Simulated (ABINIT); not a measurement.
Phonon calculation, with input and output: ZrC (part 1 of 2)

The run: phonon calculation of ZrC (Fm-3m, 2 atoms in the cell). Method and program: Kohn-Sham DFT of a periodic cell, PBE, PseudoDojo NC SR PBE v0.4.1 standard, no spin polarisation (ABINIT 10.8.3).

The structure derives from an entry of the Crystallography Open Database.

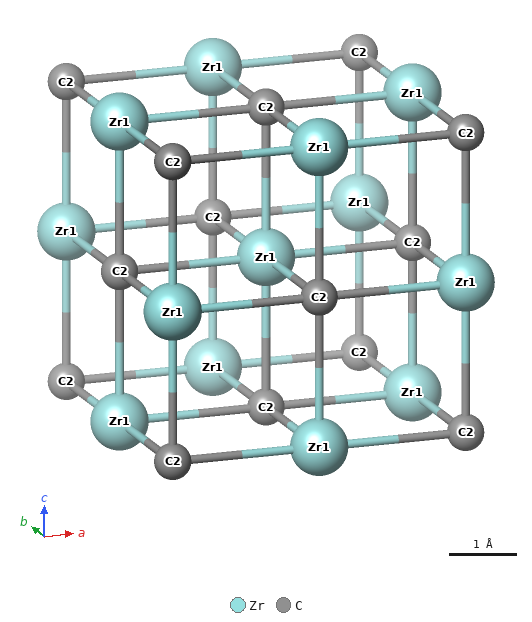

The structure as given in the input (ball-and-stick view of the cell 4 times as large as that of the calculation, set on its symmetry axes, seen slightly off an axis; atoms are numbered from 1 in the order of the input). An atom can appear more than once, as a periodic image. Near neighbours in the periodic cell (some may lie outside the picture): Zr has 6 C at 2.35 Å; C has 6 Zr at 2.35 Å.

Input file
```
# Datasets
ndtset 2

# Pseudopotentials
pp_dirpath "./"
pseudos "Zr.upf, C.upf"

# Structure
acell 3*1.0
rprim
     0.0000000000     4.4501747269     4.4501747269
     4.4501747269     0.0000000000     4.4501747269
     4.4501747269     4.4501747269     0.0000000000
ntypat 2
znucl 40 6
natom 2
typat 1 2
chkprim 0
chksymtnons 0
tolsym 1.0e-6
xred
            1/2            1/2            1/2
            0.0            0.0            0.0

# Plane-wave basis
ecut 41.0
ecutsm 0.5

# k points
ngkpt 6 6 6
nshiftk 4
shiftk
     0.5000000000     0.5000000000     0.5000000000
     0.5000000000     0.0000000000     0.0000000000
     0.0000000000     0.5000000000     0.0000000000
     0.0000000000     0.0000000000     0.5000000000

# Exchange and correlation
ixc 11

# Bands and occupations
nband 16
occopt 3
tsmear 0.00183747

# SCF cycle
nstep 80

# Output
prteig 0
prtebands 0
prtwf 0
prtden 0
prtpot 0

# Dataset 1: ground state
kptopt1 1
tolvrs1 1.0e-15
prtwf1 1
tolwfr1 1.0e-14
nbdbuf1 4
nline1 6

# Dataset 2: response at q = 0 to atomic displacements
rfphon2 1
rfatpol2 1 2
rfdir2 1 1 1
getwfk2 1
kptopt2 2
nqpt2 1
qpt2 0.0 0.0 0.0
tolvrs2 1.0e-8
```

File mrgddb.in
```
merged_DDB
ZrC
2
runo_DS1_DDB
runo_DS2_DDB
```

File anaddb.abi
```
ddb_filepath "merged_DDB"
output_file "anaddb.abo"
outdata_prefix "ana"
asr 1
chneut 0
dipdip 0
dieflag 0
enunit 0
eivec 1
nph1l 1
qph1l 0.0 0.0 0.0 1.0
```

Hardware: 1 thread of Arm Neoverse V2, 112 GiB of memory available, shared host.

Launch command:
```bash
abinit run.abi > log 2>&1
mrgddb < mrgddb.in > mrgddb.log 2>&1
anaddb anaddb.abi > anaddb.log 2>&1
```

Output
```
.Version 10.8.3 of ABINIT
 DATASET    1 : space group Fm -3 m (#225); Bravais cF (face-center cubic)
================================================================================
 Values of the parameters that define the memory need for DATASET  1.
     intxc =       0    ionmov =       0      iscf =       7    lmnmax =       6
     lnmax =       6     mgfft =      40  mpssoang =       3    mqgrid =    3001
     natom =       2  nloc_mem =       1    nspden =       1   nspinor =       1
    nsppol =       1      nsym =      48    n1xccc =    2501    ntypat =       2
    occopt =       3   xclevel =       2
       mpw =        2224          nfft =       64000          nkpt =          28
================================================================================
================================================================================

 DATASET    2 : space group Fm -3 m (#225); Bravais cF (face-center cubic)
================================================================================
 Values of the parameters that define the memory need for DATASET  2 (RF).
     intxc =       0      iscf =       7    lmnmax =       6     lnmax =       6
     mgfft =      40  mpssoang =       3    mqgrid =    3001     natom =       2
  nloc_mem =       1    nspden =       1   nspinor =       1    nsppol =       1
      nsym =      48    n1xccc =    2501    ntypat =       2    occopt =       3
   xclevel =       2
      nfft =       64000          nkpt =         432
================================================================================
================================================================================

--------------------------------------------------------------------------------
------------- Echo of variables that govern the present computation ------------
--------------------------------------------------------------------------------
 -outvars: echo values of preprocessed input variables --------
            acell      1.0000000000E+00  1.0000000000E+00  1.0000000000E+00 Bohr
              amu      9.12240000E+01  1.20110000E+01
          chkprim           0
      chksymtnons           0
             ecut      4.10000000E+01 Hartree
           ecutsm      5.00000000E-01 Hartree
           getwfk1          0
           getwfk2          1
              ixc          11
           jdtset        1    2
                       outvar_i_n : Printing only first  50 k-points.
           kptopt1          1
           kptopt2          2
         kptrlatt        6   -6    6     -6    6    6     -6   -6    6
          kptrlen      5.34020967E+01
            natom           2
            nband1         16
            nband2         16
           nbdbuf1          4
           nbdbuf2          2
           ndtset           2
            ngfft          40      40      40
             nkpt1         28
             nkpt2        432
            nline1          6
            nline2          4
             nqpt1          0
             nqpt2          1
            nstep          80
             nsym          48
           ntypat           2
                       prtocc : prtvol=0, do not print more k-points.
           occopt           3
        optdriver1          0
        optdriver2          1
           prtden           0
        prtebands           0
           prteig           0
            prtwf1          1
            prtwf2          0
           rfphon1          0
           rfphon2          1
            rprim      0.0000000000E+00  4.4501747269E+00  4.4501747269E+00
                       4.4501747269E+00  0.0000000000E+00  4.4501747269E+00
                       4.4501747269E+00  4.4501747269E+00  0.0000000000E+00
           shiftk      5.00000000E-01  5.00000000E-01  5.00000000E-01
          spgroup         225
           tolsym      1.00000000E-06
           tolvrs1     1.00000000E-15
           tolvrs2     1.00000000E-08
           tolwfr1     1.00000000E-14
           tolwfr2     0.00000000E+00
           tsmear      1.83747000E-03 Hartree
            typat      1  2
                       outvars : Printing only first  50 k-points.
           xangst      2.3549310484E+00  2.3549310484E+00  2.3549310484E+00
                       0.0000000000E+00  0.0000000000E+00  0.0000000000E+00
            xcart      4.4501747269E+00  4.4501747269E+00  4.4501747269E+00
                       0.0000000000E+00  0.0000000000E+00  0.0000000000E+00
             xred      5.0000000000E-01  5.0000000000E-01  5.0000000000E-01
                       0.0000000000E+00  0.0000000000E+00  0.0000000000E+00
            znucl       40.00000    6.00000

================================================================================

 chkinp: Checking input parameters for consistency, jdtset=   1.

 chkinp: Checking input parameters for consistency, jdtset=   2.

================================================================================
== DATASET  1 ==================================================================

--- !DatasetInfo
iteration_state: {dtset: 1, }
dimensions: {natom: 2, nkpt: 28, mband: 16, nsppol: 1, nspinor: 1, nspden: 1, mpw: 2224, }
cutoff_energies: {ecut:  41.0, pawecutdg:  -1.0, }
electrons: {nelect:   1.60000000E+01, charge:   0.00000000E+00, occopt:   3.00000000E+00, tsmear:   1.83747000E-03, }
meta: {optdriver: 0, ionmov: 0, optcell: 0, iscf: 7, paral_kgb: 0, }
...

 Exchange-correlation functional for the present dataset will be:
  GGA: Perdew-Burke-Ernzerhof functional - ixc=11
  J.P.Perdew, K.Burke, M.Ernzerhof, PRL 77, 3865 (1996)

 Real(R)+Recip(G) space primitive vectors, cartesian coordinates (Bohr,Bohr^-1):
 R(1)=  0.0000000  4.4501747  4.4501747  G(1)= -0.1123551  0.1123551  0.1123551
 R(2)=  4.4501747  0.0000000  4.4501747  G(2)=  0.1123551 -0.1123551  0.1123551
 R(3)=  4.4501747  4.4501747  0.0000000  G(3)=  0.1123551  0.1123551 -0.1123551
 Unit cell volume ucvol=  1.7626301E+02 bohr^3
 Angles (23,13,12)=  6.00000000E+01  6.00000000E+01  6.00000000E+01 degrees

 getcut: wavevector=  0.0000  0.0000  0.0000  ngfft=  40  40  40
         ecut(hartree)=     41.000   => boxcut(ratio)=   2.20501

 getcut : COMMENT -
  Note that boxcut > 2.2 ; recall that boxcut=Gcut(box)/Gcut(sphere) = 2
  is sufficient for exact treatment of convolution.
  Such a large boxcut is a waste : you could raise ecut
  e.g. ecut=   49.836280 Hartrees makes boxcut=2

--- Pseudopotential description ------------------------------------------------
- pspini: atom type   1  psp file is ./Zr.upf
  40.00000  12.00000  171031                  znucl, zion, pspdat
12 -101130 2 -1 1622                          pspcod,pspxc,lmax,lloc,mmax
     nproj     2     2     2

- pspini: atom type   2  psp file is ./C.upf
   6.00000   4.00000  171031                  znucl, zion, pspdat
12 -101130 1 -1 1248                          pspcod,pspxc,lmax,lloc,mmax
     nproj     2     2     0

   3.69795345E+02                                ecore*ucvol(ha*bohr**3)
--------------------------------------------------------------------------------

================================================================================

--- !BeginCycle
iteration_state: {dtset: 1, }
solver: {iscf: 7, nstep: 80, nline: 6, wfoptalg: 0, }
tolerances: {tolwfr: 1.00E-14, tolvrs: 1.00E-15, }
...

     iter   Etot(hartree)      deltaE(h)  residm     vres2
 ETOT  1  -56.499729894660    -5.650E+01 4.991E-02 1.234E+03
 ETOT  2  -56.393792648719     1.059E-01 2.116E-04 2.158E+03
 ETOT  3  -56.707363731802    -3.136E-01 4.547E-03 1.410E+00
 ETOT  4  -56.707606354703    -2.426E-04 4.541E-06 4.668E-01
 ETOT  5  -56.707631416743    -2.506E-05 6.201E-06 2.828E-01
 ETOT  6  -56.707673924207    -4.251E-05 4.278E-07 3.734E-02
 ETOT  7  -56.707679916710    -5.993E-06 8.969E-08 1.699E-03
 ETOT  8  -56.707680198761    -2.821E-07 6.100E-09 3.901E-06
 ETOT  9  -56.707680199424    -6.631E-10 1.659E-11 3.209E-08
 ETOT 10  -56.707680199429    -5.365E-12 1.317E-13 2.722E-11
 ETOT 11  -56.707680199428     1.613E-12 9.235E-15 1.834E-12
 ETOT 12  -56.707680199429    -1.172E-12 9.568E-15 4.968E-15
 ETOT 13  -56.707680199429    -2.913E-13 9.545E-15 1.675E-17

 At SCF step   13  max residual=  9.55E-15 < tolwfr=  1.00E-14 AND vres2   =  1.67E-17 < tolvrs=  1.00E-15 =>converged.

 Cartesian components of stress tensor (hartree/bohr^3)
  sigma(1 1)= -3.57265869E-06  sigma(3 2)=  0.00000000E+00
  sigma(2 2)= -3.57265869E-06  sigma(3 1)=  0.00000000E+00
  sigma(3 3)= -3.57265869E-06  sigma(2 1)=  0.00000000E+00

--- !ResultsGS
iteration_state: {dtset: 1, }
comment   : Summary of ground state results
lattice_vectors:
- [  0.0000000,   4.4501747,   4.4501747, ]
- [  4.4501747,   0.0000000,   4.4501747, ]
- [  4.4501747,   4.4501747,   0.0000000, ]
lattice_lengths: [   6.29350,    6.29350,    6.29350, ]
lattice_angles: [ 60.000,  60.000,  60.000, ] # degrees, (23, 13, 12)
lattice_volume:   1.7626301E+02
convergence: {deltae: -2.913E-13, res2:  1.675E-17, residm:  9.545E-15, diffor: null, }
etotal    :  -5.67076802E+01
entropy   :   0.00000000E+00
fermie    :   4.17795728E-01
cartesian_stress_tensor: # hartree/bohr^3
- [ -3.57265869E-06,   0.00000000E+00,   0.00000000E+00, ]
- [  0.00000000E+00,  -3.57265869E-06,   0.00000000E+00, ]
- [  0.00000000E+00,   0.00000000E+00,  -3.57265869E-06, ]
pressure_GPa:   1.0511E-01
xred      :
- [  5.0000E-01,   5.0000E-01,   5.0000E-01, Zr]
- [  0.0000E+00,   0.0000E+00,   0.0000E+00,  C]
cartesian_forces: # hartree/bohr
- [ -0.00000000E+00,  -0.00000000E+00,  -0.00000000E+00, ]
- [ -0.00000000E+00,  -0.00000000E+00,  -0.00000000E+00, ]
force_length_stats: {min:   0.00000000E+00, max:   0.00000000E+00, mean:   0.00000000E+00, }
...

 Integrated electronic density in atomic spheres:
 ------------------------------------------------
 Atom  Sphere_radius  Integrated_density
    1        2.00000          8.36714195
    2        2.00000          3.80622481
================================================================================

 ----iterations are completed or convergence reached----

 Mean square residual over all n,k,spin=   62.271E-17; max=  95.450E-16
 reduced coordinates (array xred) for    2 atoms
       0.500000000000      0.500000000000      0.500000000000
       0.000000000000      0.000000000000      0.000000000000
 rms dE/dt=  0.0000E+00; max dE/dt=  0.0000E+00; dE/dt below (all hartree)
    1       0.000000000000      0.000000000000      0.000000000000
    2       0.000000000000      0.000000000000      0.000000000000

 cartesian coordinates (angstrom) at end:
    1      2.35493104841435     2.35493104841435     2.35493104841435
    2      0.00000000000000     0.00000000000000     0.00000000000000

 cartesian forces (hartree/bohr) at end:
    1     -0.00000000000000    -0.00000000000000    -0.00000000000000
    2     -0.00000000000000    -0.00000000000000    -0.00000000000000
 frms,max,avg= 0.0000000E+00 0.0000000E+00   0.000E+00  0.000E+00  0.000E+00 h/b
```
